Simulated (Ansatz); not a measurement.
AlCu3: several calculations on one system

## 1. Vibrations

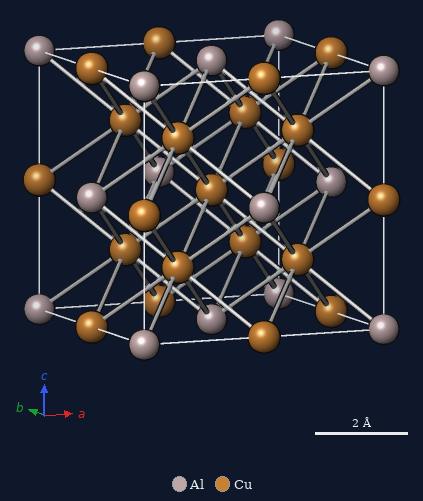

Normal modes of a crystal of AlCu$_{3}$ relaxed at 3 GPa, at the zone centre. Style: ball-and-stick. Shown: the conventional cell (4 times the calculation's cell), slightly off an axis. Lengths and directions refer to the drawn axes.

All numbers below come from Ansatz 0.2.0, DFT PBEsol, scalar-relativistic, plane waves, PAW.

Input file:
```yaml
crystal:
  lattice:
    - [0.0, 2.8658643992, 2.8658643992]
    - [2.8658643992, 0.0, 2.8658643992]
    - [2.8658643992, 2.8658643992, 0.0]
  atoms:
    - { symbol: Al, position: [0.0, 0.0, 0.0] }
    - { symbol: Cu, position: [0.5, 0.5, 0.5] }
    - { symbol: Cu, position: [0.25, 0.25, 0.25] }
    - { symbol: Cu, position: [0.75, 0.75, 0.75] }
basis:
  ecutwfc: 420
kpoints:
  mp_grid: { grid: [12, 12, 12] }
hamiltonian:
  xc: pbesol
scf:
  occupations: { method: fermi_dirac, width: 0.15 }
output:
  eigenvalues: true
phonons:
  method: dfpt
  eigenvectors: true
```

Run as
```bash
ansatz run input.yaml --threads 1 --pin off --max-ram 3072MiB --backend cpu --events-out ev --progress --plain --runs-dir out
```

The frequencies depend somewhat on the k-mesh and the smearing.

Question: List the optical modes.

Answer: The calculation's cell holds 4 atoms, so there are 9 optical modes, in 3 levels. The optical modes span T₂g + 2T₁u. No level is unstable.

```csv
level,symmetry,frequency (cm⁻¹),activity
1,T₂g,170,Raman-active
2,T₁u,203,infrared-active
3,T₁u,309,infrared-active
```

The crystal is a metal, so free carriers screen the infrared response.

The displacement patterns (one member of each degenerate set):

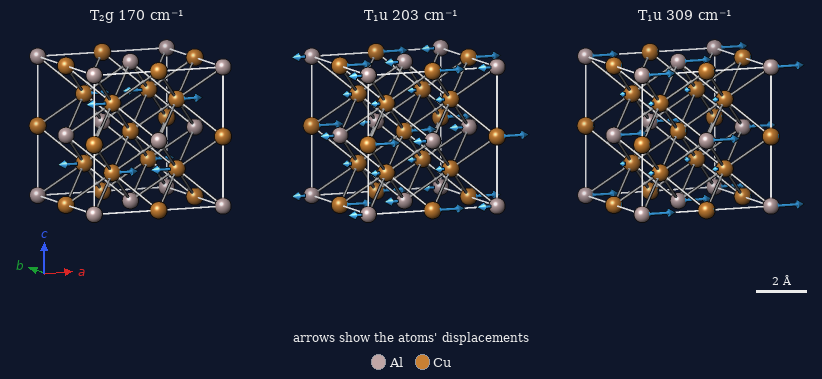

## 2. Vibrations

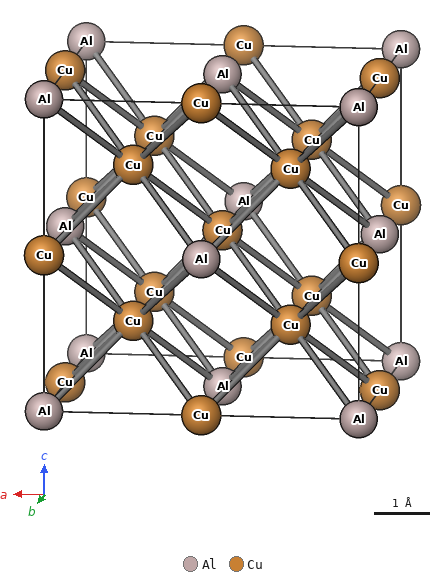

Phonons of crystalline AlCu₃ at 1.02 times its rest volume, at the zone centre. The picture is a ball-and-stick view of the conventional cell (4 times the calculation's cell), seen from a free direction. Lengths and directions refer to the drawn axes.

Method: Ansatz, DFT PBEsol, scalar-relativistic, plane waves, PAW.

The input:
```yaml
crystal:
  lattice:
    - [0.0, 2.9031623849, 2.9031623849]
    - [2.9031623849, 0.0, 2.9031623849]
    - [2.9031623849, 2.9031623849, 0.0]
  atoms:
    - { symbol: Al, position: [0.0, 0.0, 0.0] }
    - { symbol: Cu, position: [0.5, 0.5, 0.5] }
    - { symbol: Cu, position: [0.25, 0.25, 0.25] }
    - { symbol: Cu, position: [0.75, 0.75, 0.75] }
basis:
  ecutwfc: 420
kpoints:
  mp_grid: { grid: [12, 12, 12] }
hamiltonian:
  xc: pbesol
scf:
  occupations: { method: fermi_dirac, width: 0.15 }
output:
  eigenvalues: true
phonons:
  method: dfpt
  eigenvectors: true
```

Launched with:
```bash
ansatz run input.yaml --threads 1 --pin off --max-ram 3072MiB --backend cpu --events-out ev --progress --plain --runs-dir out
```

The frequencies depend somewhat on the k-mesh and the smearing.

Q: List the optical modes.

A: The calculation's cell holds 4 atoms, so there are 9 optical modes, in 3 levels. The optical modes span T₂g + 2T₁u. No level is unstable.

```csv
level,symmetry,frequency (cm⁻¹),activity
1,T₂g,154,Raman-active
2,T₁u,185,infrared-active
3,T₁u,287,infrared-active
```

The crystal is a metal, so free carriers screen the infrared response.

The displacement patterns (one member of each degenerate set):

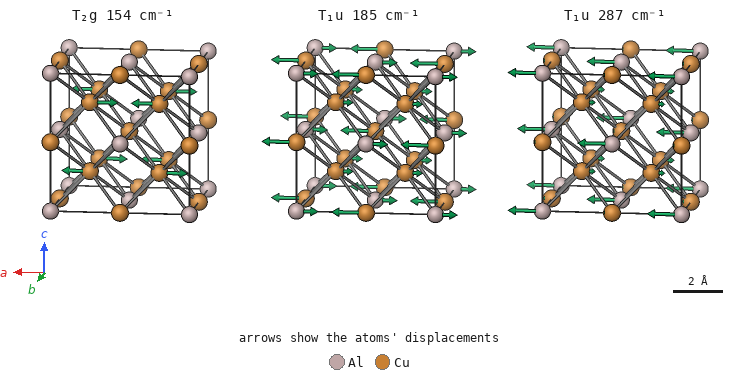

## 3. One mode

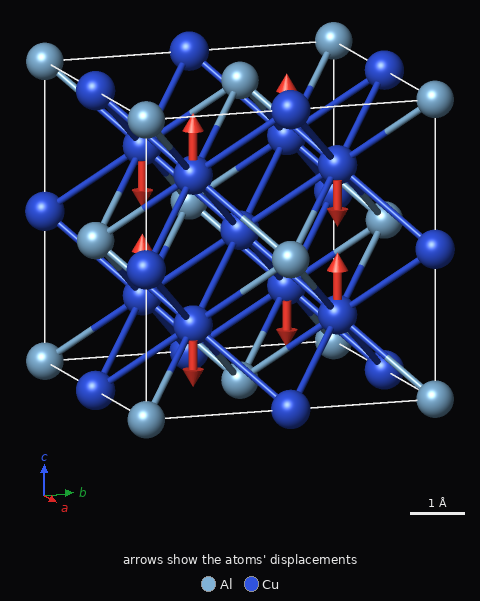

One vibrational mode of a crystal of AlCu$_{3}$ at the zone centre. The red arrows give the relative displacements of the atoms. Style: ball-and-stick. Shown: the conventional cell (4 times the calculation's cell), slightly off an axis. Lengths and directions refer to the drawn axes.

The calculation used DFT PBEsol, scalar-relativistic, plane waves, PAW in Ansatz.

Input file:
```yaml
crystal:
  lattice:
    - [0.0, 2.8840620794, 2.8840620794]
    - [2.8840620794, 0.0, 2.8840620794]
    - [2.8840620794, 2.8840620794, 0.0]
  atoms:
    - { symbol: Al, position: [0.0, 0.0, 0.0] }
    - { symbol: Cu, position: [0.5, 0.5, 0.5] }
    - { symbol: Cu, position: [0.25, 0.25, 0.25] }
    - { symbol: Cu, position: [0.75, 0.75, 0.75] }
basis:
  ecutwfc: 420
kpoints:
  mp_grid: { grid: [12, 12, 12] }
hamiltonian:
  xc: pbesol
scf:
  occupations: { method: fermi_dirac, width: 0.15 }
output:
  eigenvalues: true
phonons:
  method: dfpt
  eigenvectors: true
```

Run as
```bash
ansatz run input.yaml --threads 1 --pin off --max-ram 3072MiB --backend cpu --events-out ev --progress --plain --runs-dir out
```

The frequencies depend somewhat on the k-mesh and the smearing.

Question: Describe the mode and give its frequency.

Answer: This is the T₂g mode (triply degenerate; one member of the set is drawn) at 20.1 meV, the lowest optical level, Raman-active by symmetry. The Al and Cu (4b) atoms stay at rest; all motion is along c; atoms of one kind move against one another, with no net shift of their sublattice.

## 4. One mode

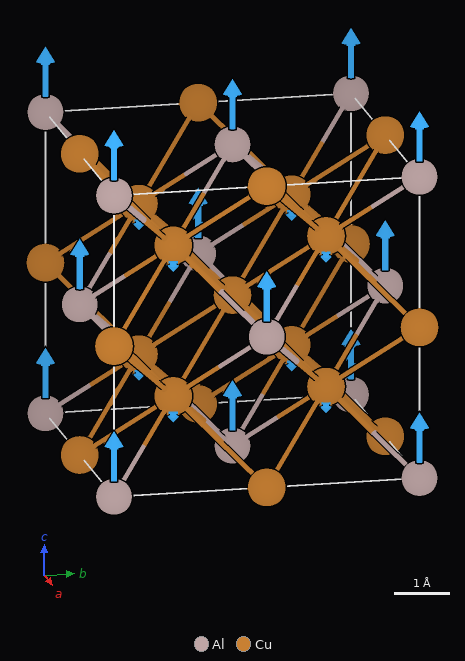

One vibrational mode of solid AlCu$_{3}$ at 0.98 times its rest volume at the zone centre. Displacements are drawn as blue arrows; their common scale and sign are arbitrary. The picture is a ball-and-stick view of the conventional cell (4 times the calculation's cell), seen slightly off an axis. Lengths and directions refer to the drawn axes.

These are results of DFT PBEsol, scalar-relativistic, plane waves, PAW in Ansatz, not measurements.

Input
```yaml
crystal:
  lattice:
    - [0.0, 2.8647053748, 2.8647053748]
    - [2.8647053748, 0.0, 2.8647053748]
    - [2.8647053748, 2.8647053748, 0.0]
  atoms:
    - { symbol: Al, position: [0.0, 0.0, 0.0] }
    - { symbol: Cu, position: [0.5, 0.5, 0.5] }
    - { symbol: Cu, position: [0.25, 0.25, 0.25] }
    - { symbol: Cu, position: [0.75, 0.75, 0.75] }
basis:
  ecutwfc: 420
kpoints:
  mp_grid: { grid: [12, 12, 12] }
hamiltonian:
  xc: pbesol
scf:
  occupations: { method: fermi_dirac, width: 0.15 }
output:
  eigenvalues: true
phonons:
  method: dfpt
  eigenvectors: true
```

Launched with:
```bash
ansatz run input.yaml --threads 1 --pin off --max-ram 3072MiB --backend cpu --events-out ev --progress --plain --runs-dir out
```

The frequencies depend somewhat on the k-mesh and the smearing.

### What mode is this, and where does it lie in the spectrum?

This is the T₁u mode (triply degenerate; one member of the set is drawn) at 38.4 meV, the highest optical level, infrared-active by symmetry. The Al and Cu (4b) sublattices move against the Cu (8c) sublattice, along c; the kinetic energy is shared as Al 78 %, Cu 22 %. The crystal is a metal, so free carriers screen the infrared response.

## 5. Softest mode

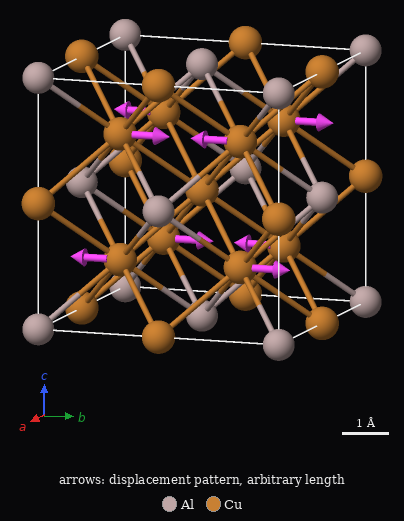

The lowest optical mode of a crystal of AlCu3 relaxed at 10 GPa, space group Fm-3m (No. 225), at the zone centre. The pink arrows give the relative displacements of the atoms. A ball-and-stick model of the conventional cell (4 times the calculation's cell), seen slightly off an axis. Lengths and directions refer to the drawn axes.

Theory: DFT PBEsol, scalar-relativistic, plane waves, PAW (Ansatz).

Input file:
```yaml
crystal:
  lattice:
    - [0.0, 2.8291378004, 2.8291378004]
    - [2.8291378004, 0.0, 2.8291378004]
    - [2.8291378004, 2.8291378004, 0.0]
  atoms:
    - { symbol: Al, position: [0.0, 0.0, 0.0] }
    - { symbol: Cu, position: [0.5, 0.5, 0.5] }
    - { symbol: Cu, position: [0.25, 0.25, 0.25] }
    - { symbol: Cu, position: [0.75, 0.75, 0.75] }
basis:
  ecutwfc: 420
kpoints:
  mp_grid: { grid: [14, 14, 14] }
hamiltonian:
  xc: pbesol
scf:
  occupations: { method: fermi_dirac, width: 0.15 }
output:
  eigenvalues: true
phonons:
  method: dfpt
  eigenvectors: true
```

Command:
```bash
ansatz run input.yaml --threads 1 --pin off --max-ram 3072MiB --backend cpu --events-out ev --progress --plain --runs-dir out
```

The frequencies depend somewhat on the k-mesh and the smearing.

> Is this crystal at a minimum with respect to the drawn distortion?

Yes: this softest mode has a real frequency, and so have all others here. That speaks for this wave vector alone: the rest of the zone wasn't checked in this run. This is the T₂g mode (triply degenerate; one member of the set is drawn) at 5.55 THz, the lowest optical level, Raman-active by symmetry. The Al and Cu (4b) atoms stay at rest; all motion is along b; atoms of one kind move against one another, with no net shift of their sublattice.
